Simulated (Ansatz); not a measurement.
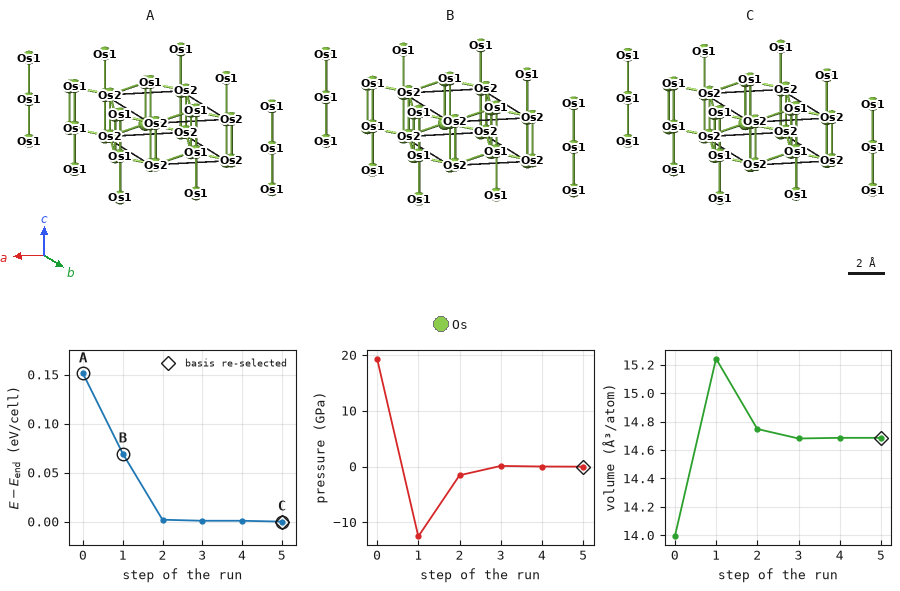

Frames of a relaxation of a crystal of Os (a generated structure, set up in P6/mmm), marked on the history of the run. A ball-and-stick model of the cell of the calculation, repeated 2 × 2 × 2 with one cell outlined, seen from a free direction.

Phase: omega (AlB2-type).

The calculation used DFT, PBE, plane waves (420 eV) with PAW, scalar-relativistic in Ansatz. Set-up: plane-wave cutoff 420 eV; k-point mesh 9 × 9 × 12; occupations fermi dirac; smearing width 0.1 eV; no spin polarisation; cell and atoms relaxed; force threshold 0.01 eV/Å; at most 60 steps.

What happens along the run?

Over 4 accepted moves (5 points after the start) the energy falls by 0.151 eV per cell of the calculation. All forces vanish by symmetry, so only the cell relaxes. Pressure: 19.35 GPa at the start and −0.03 GPa at the end. The SCF was repeated once at an unchanged geometry on a basis and grid sized afresh for the cell, which shifted the energy by 0.9 meV per cell of the calculation at most. No atom moves by more than 0.005 Å relative to the cell. The volume changes by +5.0 %, with a = b 4.292 → 4.324 Å (+0.7 %), c 2.631 → 2.721 Å (+3.4 %). Among the contacts that change: Os–Os 2.631 → 2.721 Å, Os–Os 2.806 → 2.843 Å, Os–Os 2.478 → 2.496 Å. The space group stays P6/mmm (No. 191). From step 0 to 1: volume +8.9 %, energy −81.7 meV per cell of the calculation. From step 1 to 5: volume −3.7 %, energy −69.5 meV per cell of the calculation.
